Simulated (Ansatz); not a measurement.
Consider Hf3C2.

The calculation's input:

```
crystal:
  lattice:
    - [3.2892803496, 0.0, 0.0]
    - [-1.6446401748, 2.8486003429, 0.0]
    - [0.0, 0.0, 16.443657466]
  atoms:
    - { symbol: Hf, position: [0.3333333333, 0.6666666667, 0.845557083] }
    - { symbol: Hf, position: [0.6666666667, 0.3333333333, 0.345557083] }
    - { symbol: Hf, position: [0.6666666667, 0.3333333333, 0.154442917] }
    - { symbol: Hf, position: [0.3333333333, 0.6666666667, 0.654442917] }
    - { symbol: Hf, position: [0.0, 0.0, 0.0] }
    - { symbol: Hf, position: [0.0, 0.0, 0.5] }
    - { symbol: C, position: [0.6666666667, 0.3333333333, 0.9152774986] }
    - { symbol: C, position: [0.3333333333, 0.6666666667, 0.4152774986] }
    - { symbol: C, position: [0.6666666667, 0.3333333333, 0.5847225014] }
    - { symbol: C, position: [0.3333333333, 0.6666666667, 0.0847225014] }
basis:
  ecutwfc: 420
kpoints:
  mp_grid: { grid: [12, 12, 2] }
hamiltonian:
  xc: pbe
scf:
  occupations: { method: gaussian, width: 0.1 }
output:
  forces: true
  stress: true
  eigenvalues: true
  write_density: true
  write_potential: true
  elf: true
  volumetric_format: npy
relax:
  adjacent_minimum: "off"
  f_tol: 0.01
  max_steps: 80
  cell: { stress_tol: 0.05 }
```

Launched as:

```sh
ansatz run input.yaml --threads 1 --pin off --max-ram 2560MiB --backend cpu --events-out ev --progress --plain --runs-dir out
```

Below, planes, directions and counts refer to the conventional cell (a = 3.28 Å, b = 3.28 Å, c = 16.41 Å, α = 90.00°, β = 90.00°, γ = 120.00°).

The fields are those of the run's last geometry, not of the input's.

Space group P6₃/mmc; a generated structure, not necessarily the stable one.

Theory: DFT PBE, scalar-relativistic, plane waves, PAW (Ansatz).

### What will maps of the valence pseudo-density and electron localisation function show?

Hf–Hf (3.11 Å): ρ is about 0.14 e/Å³ halfway; the ELF is about 0.10 at the midpoint; no shared electron pair shows on this line.
Hf–Hf (3.28 Å): ρ is about 0.19 e/Å³ halfway; the ELF is about 0.30 at the midpoint.

### Metal or insulator at this level of theory?

It is metallic or semimetallic at this level of theory: no gap opens.

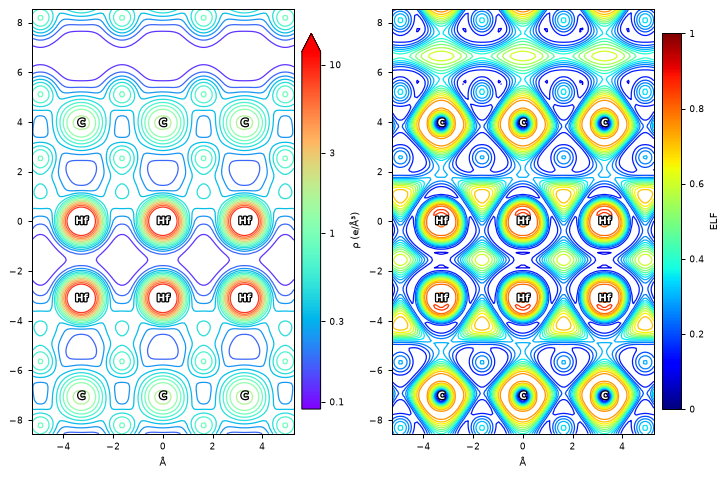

Computed valence pseudo-density and electron localisation function on the (010) plane of the conventional cell, in this order. Atoms just off the plane (Hf, 0.9 Å away and C, 0.9 Å away) can leave unmarked features too.
